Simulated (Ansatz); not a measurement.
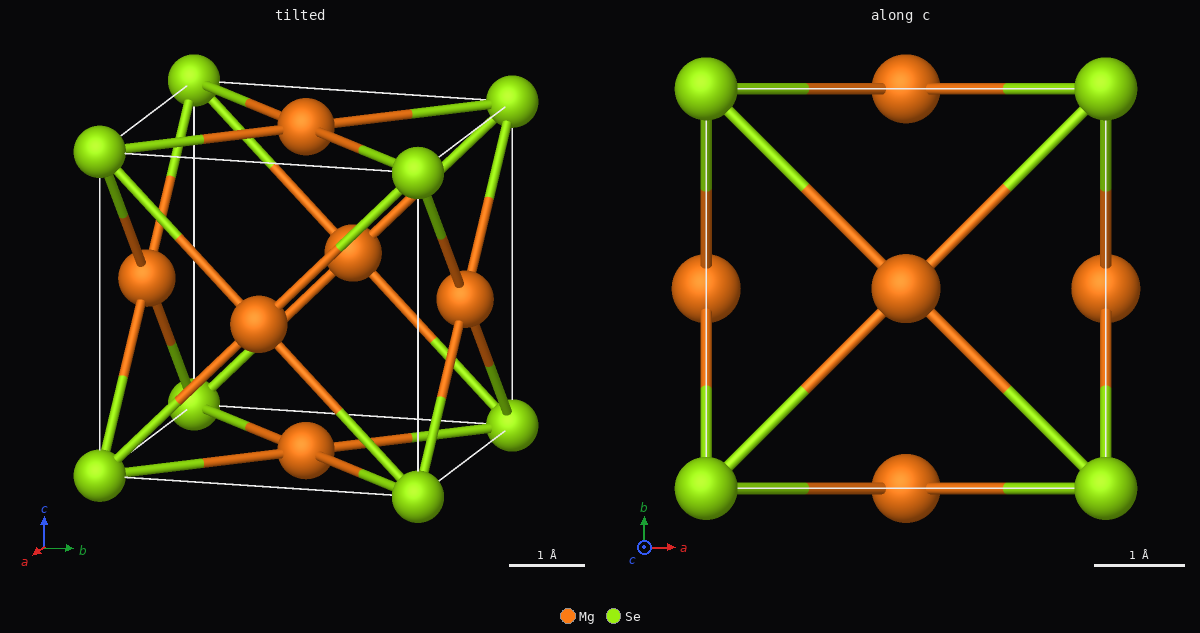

A ball-and-stick rendering, viewed slightly off an axis and along the c axis. One unit cell is framed, with atoms on its boundary repeated. Cell: a = 4.46 Å, b = 4.46 Å, c = 4.46 Å, α = 90.00°, β = 90.00°, γ = 90.00°.

It derives from a structure type filled with these elements by a generator (whether the compound takes this form wasn't checked). Earlier steps of the study may have refined or changed the cell and positions. A calculation with Ansatz used it as input.

Question: In words:

Answer: The formula is Mg3Se. Within 0.01 Å the space group is Pm-3m (No. 221), primitive cubic: Cu₃Au (L1₂) type. One cell contains 3 Mg, 1 Se, 4 atoms in all. The Se atoms are each bonded to twelve Mg in a cuboctahedral arrangement at about 3.2 Å. The bonds build a three-dimensional framework.

Level of theory: Ansatz, DFT PBE, scalar-relativistic, plane waves, PAW. Settings were cutoff 420 eV, Brillouin-zone sampling on a 10×10×10 mesh, Gaussian smearing of 0.1 eV, no spin polarisation.

Question: Is it conducting or gapped at this level?

Answer: A metal: bands cross the Fermi level.

Question: How charged are the atoms, by the Bader scheme?

Answer: Mg +0.64 e; Se -1.93 e.

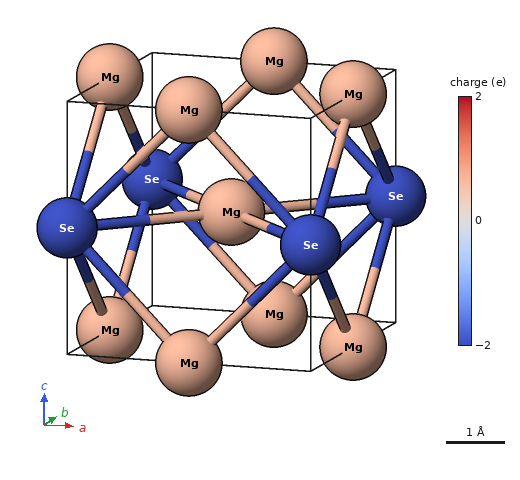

The atoms coloured by those charges. The run's cell of 4 atoms is drawn, so axes and origin can differ from the first picture.

Question: Do the forces and the stress vanish for this geometry?

Answer: Yes. All forces vanish to within 0.01 eV/Å. The pressure is 0.0 GPa, close to zero.
